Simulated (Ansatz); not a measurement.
# Run report: Ga2O3, single-point calculation (part 1 of 2)

The run: single-point calculation of Ga2O3 (C2/m, 40 atoms in the cell). Method and program: DFT PBEsol, scalar-relativistic, plane waves, PAW, no spin polarisation (Ansatz 0.2.0).

The structure derives from a Materials Project entry. It belongs to a series of runs on one base structure; here: the perfect crystal in a cell of 40 atoms.

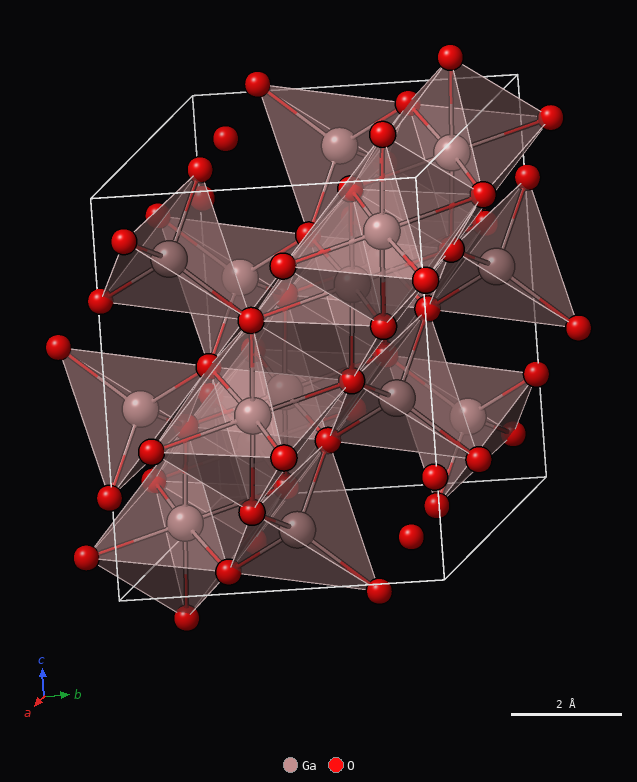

Figure 1. The structure (polyhedral view of the cell of the calculation, seen slightly off an axis; polyhedra are completed across the faces of the cell). An atom can appear more than once, as a periodic image.

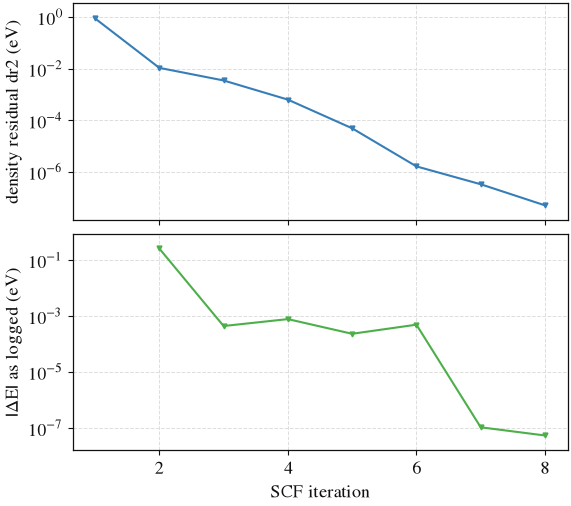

Figure 2. Convergence of the self-consistent field: density residual dr2 and size of the energy change against the SCF iteration. The residual falls at every step.

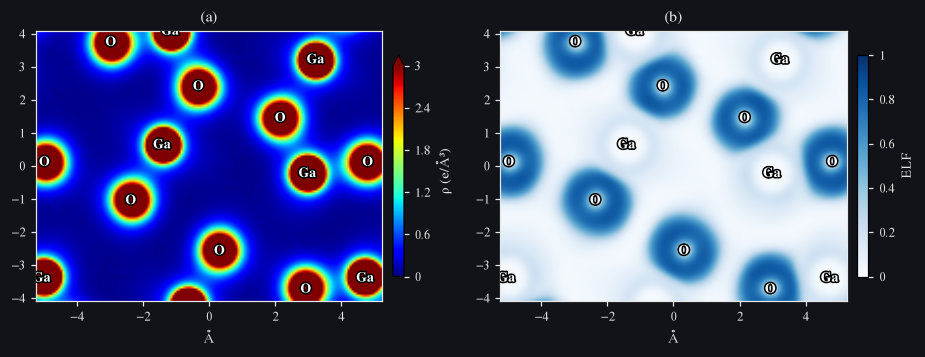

Figure 3. (a) valence pseudo-density; (b) ELF on the (111) plane of the calculation cell. Ga–O (1.84 Å): ρ is about 0.84 e/Å³ halfway; the ELF is about 0.40 at the midpoint. Ga–O (1.95 Å): ρ is about 0.66 e/Å³ halfway; the ELF is about 0.35 at the midpoint. Ga–O (2.08 Å): ρ at the midpoint is about 0.5 e/Å³; the ELF is about 0.30 at the midpoint. Away from the nuclei the density in this plane falls to 0.02 e/Å³ at its lowest. In a PAW calculation such maps are meaningful between the atoms, not at the nuclei.

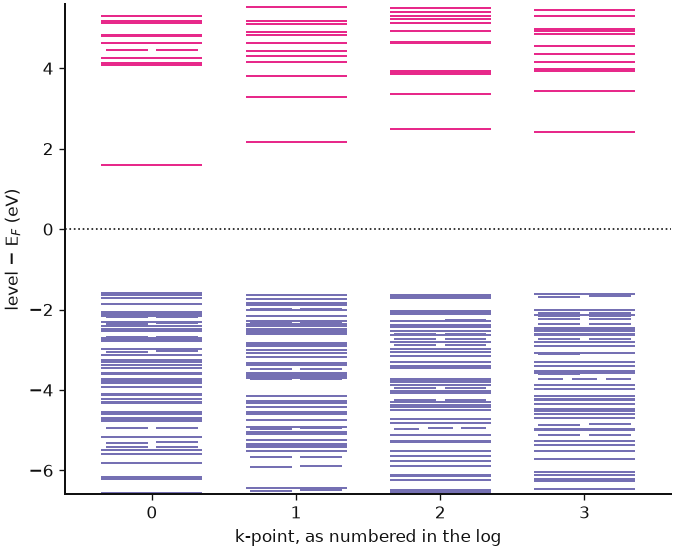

Figure 4. Kohn–Sham levels near the Fermi level (dotted) at the few k-points that the log prints; levels within 0.02 eV of each other stand side by side. Among these points the highest filled and lowest empty levels are 3.17 eV apart, which is the gap on the mesh.

These pictures come from the run below.

Input file
```yaml
crystal:
  lattice:
    - [4.7582719475, -1.523659857, 5.6477888114]
    - [6.1387134723, 4.570979571, 0.0036360933]
    - [-1.3804415248, 6.094639428, 5.6441527181]
  atoms:
    - { symbol: Ga, position: [0.8486630699, 0.8338731938, 0.8367608721] }
    - { symbol: Ga, position: [0.0986630699, 0.5838731938, 0.5867608721] }
    - { symbol: Ga, position: [0.5986630699, 0.0838731938, 0.0867608721] }
    - { symbol: Ga, position: [0.3486630699, 0.3338731938, 0.3367608721] }
    - { symbol: Ga, position: [0.9013369301, 0.4161268062, 0.4132391279] }
    - { symbol: Ga, position: [0.1513369301, 0.1661268062, 0.1632391279] }
    - { symbol: Ga, position: [0.6513369301, 0.6661268062, 0.6632391279] }
    - { symbol: Ga, position: [0.4013369301, 0.9161268062, 0.9132391279] }
    - { symbol: Ga, position: [0.0344139714, 0.7845495752, 0.1701913115] }
    - { symbol: Ga, position: [0.2844139714, 0.5345495752, 0.9201913115] }
    - { symbol: Ga, position: [0.7844139714, 0.0345495752, 0.4201913115] }
    - { symbol: Ga, position: [0.5344139714, 0.2845495752, 0.6701913115] }
    - { symbol: Ga, position: [0.7155860286, 0.4654504248, 0.0798086885] }
    - { symbol: Ga, position: [0.9655860286, 0.2154504248, 0.8298086885] }
    - { symbol: Ga, position: [0.4655860286, 0.7154504248, 0.3298086885] }
    - { symbol: Ga, position: [0.2155860286, 0.9654504248, 0.5798086885] }
    - { symbol: O, position: [0.9998582817, 0.0076739683, 0.7442090942] }
    - { symbol: O, position: [0.2498582817, 0.7576739683, 0.4942090942] }
    - { symbol: O, position: [0.7498582817, 0.2576739683, 0.9942090942] }
    - { symbol: O, position: [0.4998582817, 0.5076739683, 0.2442090942] }
    - { symbol: O, position: [0.7501417183, 0.2423260317, 0.5057909058] }
    - { symbol: O, position: [0.0001417183, 0.9923260317, 0.2557909058] }
    - { symbol: O, position: [0.5001417183, 0.4923260317, 0.7557909058] }
    - { symbol: O, position: [0.2501417183, 0.7423260317, 0.0057909058] }
    - { symbol: O, position: [0.088699333, 0.56485855, 0.3485309207] }
    - { symbol: O, position: [0.338699333, 0.31485855, 0.0985309207] }
    - { symbol: O, position: [0.838699333, 0.81485855, 0.5985309207] }
    - { symbol: O, position: [0.588699333, 0.06485855, 0.8485309207] }
    - { symbol: O, position: [0.661300667, 0.68514145, 0.9014690793] }
    - { symbol: O, position: [0.911300667, 0.43514145, 0.6514690793] }
    - { symbol: O, position: [0.411300667, 0.93514145, 0.1514690793] }
    - { symbol: O, position: [0.161300667, 0.18514145, 0.4014690793] }
    - { symbol: O, position: [0.4287499225, 0.9017975908, 0.6808392875] }
    - { symbol: O, position: [0.6787499225, 0.6517975908, 0.4308392875] }
    - { symbol: O, position: [0.1787499225, 0.1517975908, 0.9308392875] }
    - { symbol: O, position: [0.9287499225, 0.4017975908, 0.1808392875] }
    - { symbol: O, position: [0.3212500775, 0.3482024092, 0.5691607125] }
    - { symbol: O, position: [0.5712500775, 0.0982024092, 0.3191607125] }
    - { symbol: O, position: [0.0712500775, 0.5982024092, 0.8191607125] }
    - { symbol: O, position: [0.8212500775, 0.8482024092, 0.0691607125] }
basis:
  ecutwfc: 420
  xc_grid: 2
kpoints:
  mp_grid: { grid: [2, 2, 2], shift: [0.5, 0.5, 0.5] }
hamiltonian:
  xc: pbesol
scf:
  occupations: { method: gaussian, width: 0.02 }
output:
  forces: true
  stress: true
  eigenvalues: true
  write_density: true
  write_potential: true
  elf: true
  volumetric_format: npy
```

Run as:
```bash
ansatz run input.yaml --threads 8 --pin off --max-ram 16384MiB --backend cpu --events-out ev --progress --plain --runs-dir out
```

What the program printed
```
Engine: ansatz 0.2.0, x86_64-unknown-linux-gnu
Pseudopotentials: kind: paw
Pseudopotential: Ga, paw, valence charge 13, recommended cutoff 420 eV (normal), Ga.paw.azcp
Pseudopotential: O, paw, valence charge 6, recommended cutoff 420 eV (normal), O.paw.azcp
Functional definition: PBEsol
  exchange = pbesol_x
  correlation = pbesol_c
Crystal: 40 atoms, lattice volume = 422.393 Å³
Basis set: ecut = 420 eV, 8239 PW (Γ), exchange–correlation on 108×108×120 points (8 copies of the dense FFT grid, shifted against one another)
Bands: 216, of which v1, the nominal top of the filled ones, is band 176 counted from 1 (175 counted from 0)
Symmetry: 8 space group operations
Space group: C2/m (ITA 12), of the structure as read, at distance tolerance 7.5e-5 Å
k-points: 4 of 8
Non-local potential: Ga, projectors of the file, l = 0: 2, l = 1: 2, l = 2: 3, l = 3: 1
Non-local potential: O, projectors of the file, l = 0: 2, l = 1: 2, l = 2: 1
PAW form: soft (Blöchl's): semilocal exchange-correlation on the pseudo side does not see the compensation charge
PAW frozen core: Ga, regenerated for the run's functional, and the local potential with it (the file was generated under x = pbe(κ = 0.804, μ = 0.2195149727645171), c = pbe(β = 0.06672455060314922))
PAW frozen core: O, regenerated for the run's functional, and the local potential with it (the file was generated under x = pbe(κ = 0.804, μ = 0.2195149727645171), c = pbe(β = 0.06672455060314922))
PAW one-centre angular grid: Ga, 590 points (default); XC on 64 Gauss nodes
PAW one-centre angular grid: O, 110 points (default); XC on 64 Gauss nodes
Initial density: superposition of atomic densities (neutral atoms: chi_scale 0, normalization atom), corrected by the library's trained network
Initial wavefunctions: pseudopotential atomic-orbital guess
Functional: x = pbesol(κ = 0.804, μ = 0.12345679012345678), c = pbesol(β = 0.046)
SCF iter   1: F=—  HF=-73367.577157 eV  |F-HF|=—  |Δ(HF+E_count)|=         —  Δρ=1.64e-2  dr2=8.78e-1  ethr=1.77e-3  ⟨swp⟩=6.2  Hψ=3288  notcnv=0  defer=1
preconditioner: auto → Resta (q_TF=auto, 2.647 Å⁻¹)  ε∞=4.7  [insulator: Δε(μ)=3.064 eV  Ē_g=17.555 eV  σ=0.020 eV  W_gap=1.00  n_scr=130 (ndim 8)  ℏωp=33.9 eV  f_vac=0.015  D(μ)=0.00/eV (n_scr^D=0)  ε∞_Penn≈4.7]
SCF iter   2: F=—  HF=-73367.321570 eV  |F-HF|=—  |Δ(HF+E_count)|=   2.56e-1  Δρ=2.13e-3  dr2=1.07e-2  ethr=2.49e-4  ⟨swp⟩=2.0  Hψ=1264  notcnv=0  defer=133
SCF iter   3: F=—  HF=-73367.322010 eV  |F-HF|=—  |Δ(HF+E_count)|=   4.39e-4  Δρ=1.12e-3  dr2=3.48e-3  ethr=3.05e-6  ⟨swp⟩=2.0  Hψ=1066  notcnv=0  defer=133
SCF iter   4: F=—  HF=-73367.322784 eV  |F-HF|=—  |Δ(HF+E_count)|=   7.74e-4  Δρ=4.35e-4  dr2=6.32e-4  ethr=9.87e-7  ⟨swp⟩=2.0  Hψ=1325  notcnv=0  defer=133
SCF iter   5: F=—  HF=-73367.322552 eV  |F-HF|=—  |Δ(HF+E_count)|=   2.32e-4  Δρ=1.13e-4  dr2=4.91e-5  ethr=1.80e-7  ⟨swp⟩=2.0  Hψ=1339  notcnv=0  defer=133
SCF iter   6: F=—  HF=-73367.323042 eV  |F-HF|=—  |Δ(HF+E_count)|=   4.90e-4  Δρ=2.23e-5  dr2=1.65e-6  ethr=1.40e-8  ⟨swp⟩=2.0  Hψ=1435  notcnv=0  defer=133
SCF iter   7: F=—  HF=-73367.323042 eV  |F-HF|=—  |Δ(HF+E_count)|=   1.07e-7  Δρ=1.02e-5  dr2=3.36e-7  ethr=4.68e-10  ⟨swp⟩=2.0  Hψ=1390  notcnv=0  defer=133
SCF iter   8: F=-73367.323042 eV  HF=-73367.323042 eV  |F-HF|=2.25e-8  |Δ(HF+E_count)|=   5.46e-8  Δρ=3.84e-6  dr2=5.12e-8  ethr=2.84e-11  ⟨swp⟩=13.5  Hψ=6495  notcnv=0
SCF 1 converged in 8 iterations: F = -73367.323042 eV  dr2 = 5.12e-8
  greatest PAW one-centre occupation: 0.998 electrons in one spin orbital (limit 2), on the Ga atom at site 7 (counted from 0), in its partial waves of l = 2
SCF converged after 8 iterations
Free energy (F): -73367.323042 eV
Harris-Foulkes:  -73367.323042 eV  (|F-HF|=2.25e-8)
Internal energy: -73367.323042 eV  (E = F + TS)
E sigma→0 (E₀):  -73367.323042 eV
Fermi energy:    9.480024 eV
--- Per-component energies (eV) ---
  E_band       = -458.631018
  E_kinetic    = 6061.633884
  E_local      = -36477.111790  (includes V_loc(G=0)·N_el)
  E_nonlocal   = 8106.094279
  E_hartree    = 16340.000924
  E_xc         = -2818.169867
  E_vxc        = -3145.520684  (∫ρ·V_xc dr)
  E_paw        = -34995.886213  (= ΣΔE_a)
  E_vpaw       = -7683.791044  (= ΣTr[D̂ρ^β])
  E_aug_tail   = 0.056945  (compensation charges beyond the density's cutoff)
  E_ewald      = -29598.595759
  E_core_change = 14.654555  (= ΣΔE_core)
  E_smearing   = -0.000000  (= −TS)
  E_closure    = -0.000000  (closes the sum)
  Σ components = -73367.323042   (vs F -73367.323042, Δ=0.00e0)
--- Forces (eV/Å), atoms counted from 1 ---
  atom   1  Ga    -0.00203996     0.00004456     0.00430596
  atom   2  Ga    -0.00203996     0.00004456     0.00430596
  atom   3  Ga    -0.00203996     0.00004456     0.00430596
  atom   4  Ga    -0.00203996     0.00004456     0.00430596
  atom   5  Ga     0.00203996    -0.00004456    -0.00430596
  atom   6  Ga     0.00203996    -0.00004456    -0.00430596
  atom   7  Ga     0.00203996    -0.00004456    -0.00430596
  atom   8  Ga     0.00203996    -0.00004456    -0.00430596
  atom   9  Ga     0.00137493    -0.00030805     0.00304111
  atom  10  Ga     0.00137493    -0.00030805     0.00304111
  atom  11  Ga     0.00137493    -0.00030805     0.00304111
  atom  12  Ga     0.00137493    -0.00030805     0.00304111
  atom  13  Ga    -0.00137493     0.00030805    -0.00304111
  atom  14  Ga    -0.00137493     0.00030805    -0.00304111
  atom  15  Ga    -0.00137493     0.00030805    -0.00304111
  atom  16  Ga    -0.00137493     0.00030805    -0.00304111
  atom  17  O     -0.00129802    -0.00044360    -0.00019683
  atom  18  O     -0.00129802    -0.00044360    -0.00019683
  atom  19  O     -0.00129802    -0.00044360    -0.00019683
  atom  20  O     -0.00129802    -0.00044360    -0.00019683
  atom  21  O      0.00129802     0.00044360     0.00019683
  atom  22  O      0.00129802     0.00044360     0.00019683
  atom  23  O      0.00129802     0.00044360     0.00019683
  atom  24  O      0.00129802     0.00044360     0.00019683
  atom  25  O     -0.00126002    -0.00080779    -0.00147153
  atom  26  O     -0.00126002    -0.00080779    -0.00147153
  atom  27  O     -0.00126002    -0.00080779    -0.00147153
  atom  28  O     -0.00126002    -0.00080779    -0.00147153
  atom  29  O      0.00126002     0.00080779     0.00147153
  atom  30  O      0.00126002     0.00080779     0.00147153
  atom  31  O      0.00126002     0.00080779     0.00147153
  atom  32  O      0.00126002     0.00080779     0.00147153
  atom  33  O      0.00016707     0.00002074     0.00402305
  atom  34  O      0.00016707     0.00002074     0.00402305
  atom  35  O      0.00016707     0.00002074     0.00402305
  atom  36  O      0.00016707     0.00002074     0.00402305
  atom  37  O     -0.00016707    -0.00002074    -0.00402305
  atom  38  O     -0.00016707    -0.00002074    -0.00402305
  atom  39  O     -0.00016707    -0.00002074    -0.00402305
  atom  40  O     -0.00016707    -0.00002074    -0.00402305
  max |Σ_I F_I| component: 2.17e-18 eV/Å
--- Stress (GPa, compression-positive) ---
       -0.001321      -0.009690      -0.022741
       -0.009690      -0.003126       0.001609
       -0.022741       0.001609       0.013047
  P = ⅓ Tr σ = 0.0029 GPa (0.029 kbar)
--- Band table (eV) ---
```
